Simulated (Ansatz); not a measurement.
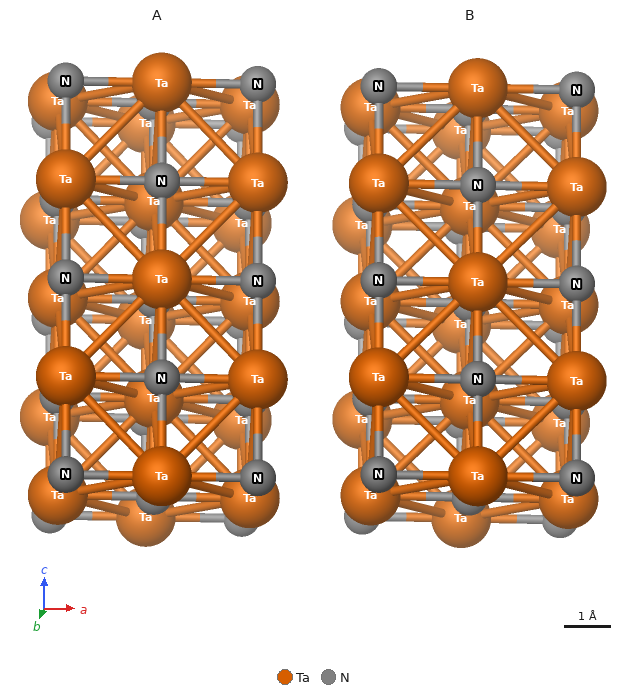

Two geometries of a crystal of TaN (set up in Fm-3m): one is the relaxed structure, the other was perturbed away from it. A ball-and-stick model of the conventional cell (2 times the calculation's cell), repeated 1 × 1 × 2 with one cell outlined, seen from a free direction. Lengths and directions refer to the drawn axes.

Method: DFT PBEsol, scalar-relativistic, plane waves, PAW in Ansatz 0.2.0. Set-up: plane-wave cutoff 420 eV; k-point mesh 16 × 16 × 12; occupations gaussian; smearing width 0.1 eV; no spin polarisation.

> Which one is perturbed?

Structure A is the perturbed one. Biaxial strain in the a–b plane, −3.0 %, is applied. The c axis and the atoms are relaxed. The volume changes by −4.6 %, with a = b 4.376 → 4.244 Å (−3.0 %), c 4.376 → 4.438 Å (+1.4 %). No atom moves by more than 0.005 Å relative to the cell. Near-neighbour distances before and after: Ta–Ta 3.094 → 3.001 to 3.071 Å, N–Ta 2.188 → 2.122 to 2.219 Å. The space group (tolerance 0.01 Å) goes from Fm-3m (No. 225) to I4/mmm (No. 139). It costs 54.7 meV per atom. Pressure: 0.0 GPa before, 20.4 GPa after. The principal stresses (compression positive) are 0.0 GPa along c and 30.6 GPa across it.
